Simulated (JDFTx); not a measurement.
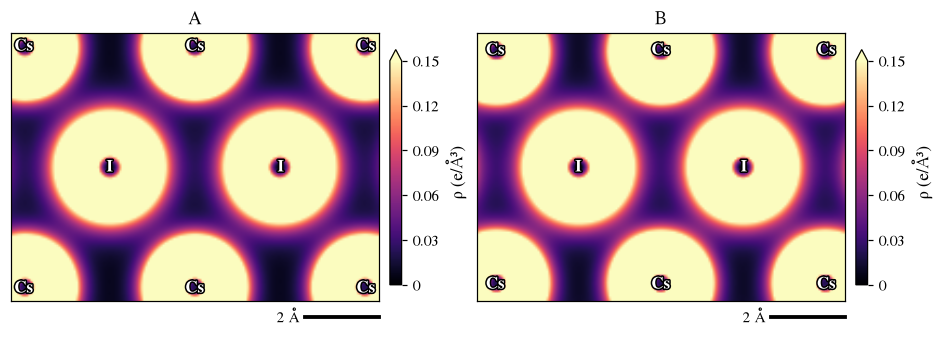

CsI. The valence charge density (pseudo) of two cells that differ in size, on the (11̄0) plane of each (indices in the axes of the calculation cell), at one length scale and on one colour scale; one has 45.7 and the other 50.5 Å³ an atom.

The calculation used Kohn-Sham DFT of a periodic cell, RPBE, PseudoDojo-SR-PBE-0.5-standard in JDFTx 1.7.0 (patched build).

In a pseudopotential calculation such maps are meaningful between the atoms, not at the nuclei.

The larger cell:

```cif
data_structure
_symmetry_space_group_name_H-M 'P 1'
_symmetry_Int_Tables_number 1
_cell_length_a 4.6563
_cell_length_b 4.6563
_cell_length_c 4.6563
_cell_angle_alpha 90.000
_cell_angle_beta 90.000
_cell_angle_gamma 90.000
_cell_volume 100.95
loop_
_atom_site_label
_atom_site_type_symbol
_atom_site_fract_x
_atom_site_fract_y
_atom_site_fract_z
_atom_site_occupancy
Cs1 Cs 0.00000 0.00000 0.00000 1
I1 I 0.50000 0.50000 0.50000 1
```

The smaller cell: a = 4.505 Å, b = 4.505 Å, c = 4.505 Å, α = 90.00°, β = 90.00°, γ = 90.00°.

**Which panel shows the smaller cell, and what does the compression change?**

Panel B is the smaller cell, by 9 % in volume. From the larger cell to the smaller, Cs–I goes from 4.03 to 3.90 Å, and the density at its midpoint from 0.05 to 0.06 e/Å³; the pressure goes from 1.2 to 2.7 GPa; the Kohn–Sham gap goes from 4.0 eV to 4.3 eV.
